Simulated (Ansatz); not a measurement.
Cell and atoms:

```yaml
crystal:
  lattice:
    - [5.03952, 0.00000, 0.00000]
    - [0.00000, 5.03952, 0.00000]
    - [0.00000, 0.00000, 3.08199]
  atoms:
    - { symbol: Hf, position: [0.29387, 0.29387, 0.00000] }
    - { symbol: Hf, position: [0.70613, 0.70613, 0.00000] }
    - { symbol: Hf, position: [0.79387, 0.20613, 0.50000] }
    - { symbol: Hf, position: [0.20613, 0.79387, 0.50000] }
    - { symbol: N, position: [0.00000, 0.00000, 0.00000] }
    - { symbol: N, position: [0.50000, 0.50000, 0.50000] }
```

Describe what this structure looks like.

Answer. Chemical formula Hf2N. Symmetry: P4_2/mnm (No. 136), primitive tetragonal lattice. Cell content 4 Hf, 2 N; Z = 2. Each Hf has eleven Hf and three N (2.94 to 3.08 Å to Hf, 2.09 to 2.13 Å to N). Each N has six Hf in an octahedral arrangement at 2.09 to 2.13 Å. Not all metal-metal contacts are counted. The bonds build a three-dimensional framework.

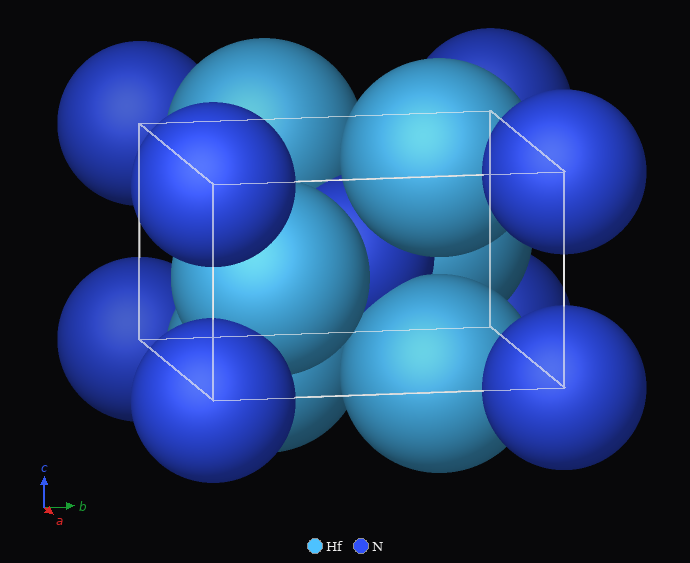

Space-filling drawing of the structure, looking slightly off an axis. The wireframe shows the conventional unit cell.

Starting structure: a structure listed in the Materials Project. It was relaxed with Ansatz 0.2.0, DFT PBEsol, scalar-relativistic, plane waves, PAW under a constraint or pressure on the cell, so some stress remains.

At this level of theory the run's own cell isn't at rest (compressed, at 40 GPa), so its distances can differ from those at equilibrium, the more so the softer the solid.
